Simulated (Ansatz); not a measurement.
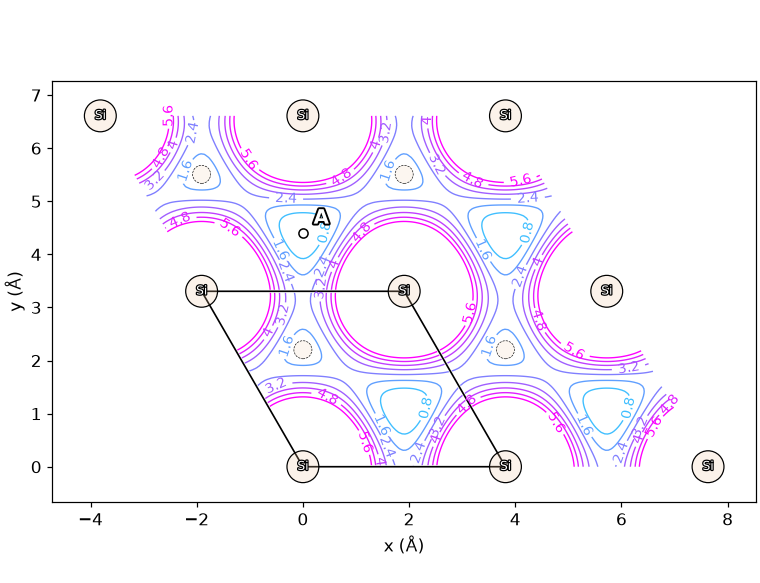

N₂ on a Si(001) slab cut from the P6_3/mmc phase, its upper half relaxed before the scan (6 atoms of substrate and one adsorbate in a 1 × 1 cell). N2 is moved over the surface cell at a fixed height above a rigid substrate; the origin of the map has the adsorbate above Si6; the height is held at 3.70 Å. Places are given modulo a cell vector. The map is drawn in real space over the plane of the surface. The scan uses a 6 × 6 grid; 10 points were computed and 26 follow by symmetry. Energies are in meV, from the lowest grid point. With one adsorbate in each 1 × 1 cell, its nearest image is 3.8 Å away, so neighbouring adsorbates interact. At a fixed height the lowest place need not be the adsorption site. All numbers below come from DFT PBE+D3(BJ), scalar-relativistic, plane waves, PAW in Ansatz. Settings: cutoff 420 eV, k-mesh 9×9×1, gaussian smearing 0.05 eV, no spin polarisation.

The picture shows contour lines labelled in meV (none above 5.6), labelled circles for the atoms of the top layer and small ones for the second layer, the outline of one cell of the 2 × 2 shown, the point A. Between grid points the surface is interpolated.

Question: Find the lowest pass out of the well at A.

Answer: The easiest path leads from the well at a threefold hollow, (4/6, 2/6) of the cell vectors to the well at a threefold hollow over a second-layer Si atom, (2/6, 4/6) of the cell vectors, about 1.2 meV higher. Its highest point lies about 2.2 meV above the bottom of the first well on the interpolated surface, at about (0.48, 0.95) of the cell vectors. Seen from the upper well the barrier is about 1 meV. This is the barrier on the constrained surface; relaxing the other coordinates would change it.

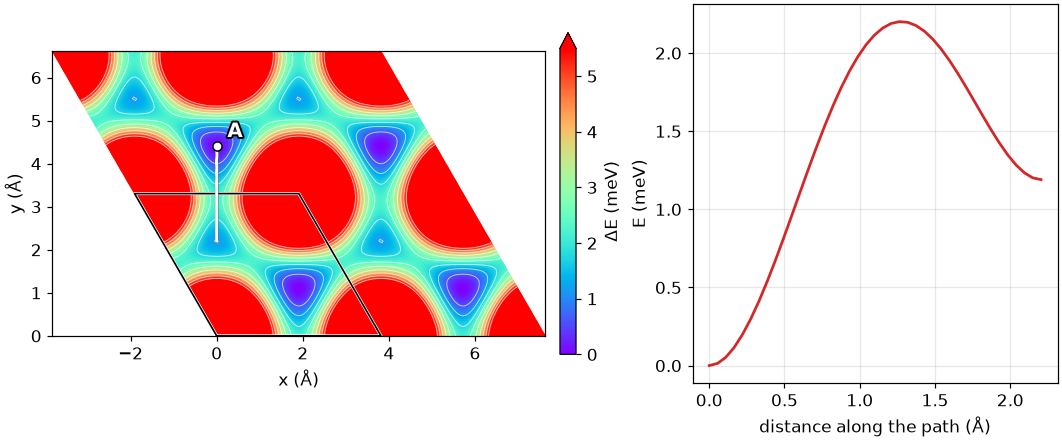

Drawn: a smooth colour map with a few white contour lines, a line along the lowest path, the outline of one cell of the 2 × 2 shown, one colour for all values above the top of the scale, the energy along the path at the right. Between grid points the surface is interpolated.

PAW datasets: the set soft_1.
